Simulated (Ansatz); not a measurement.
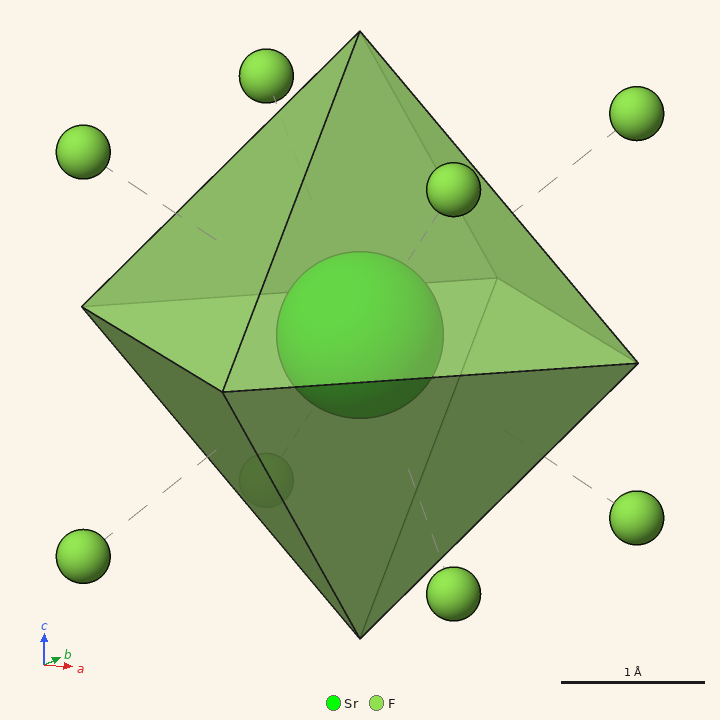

Voronoi cell (the region closer to this atom than to any other), computed from the atomic positions without radii. Central atom: Sr (4a) in SrF₂; faces take the colour of the neighbour behind them. The structure is the input geometry of an electronic-structure calculation and need not be at equilibrium.

SrF2, space group Fm-3m (No. 225), a = 5.799 Å, b = 5.799 Å, c = 5.799 Å, α = 90.00°, β = 90.00°, γ = 90.00°

```tsv
site	Wyckoff	x	y	z
Sr	4a	0.0000	0.0000	0.0000
F	8c	0.2500	0.2500	0.7500
```

Give the Voronoi index ⟨n3,n4,n5,n6,…⟩ (numbers of faces with 3, 4, 5, 6 … edges).

8 faces, index ⟨8,0,0,0⟩: an octahedron.

Tabulate the neighbours by distance and solid angle.

| neighbour | faces | distance (Å) | solid angle (% of sphere) |
| --- | --- | --- | --- |
| F | 8 | 2.51 | 100.0 |
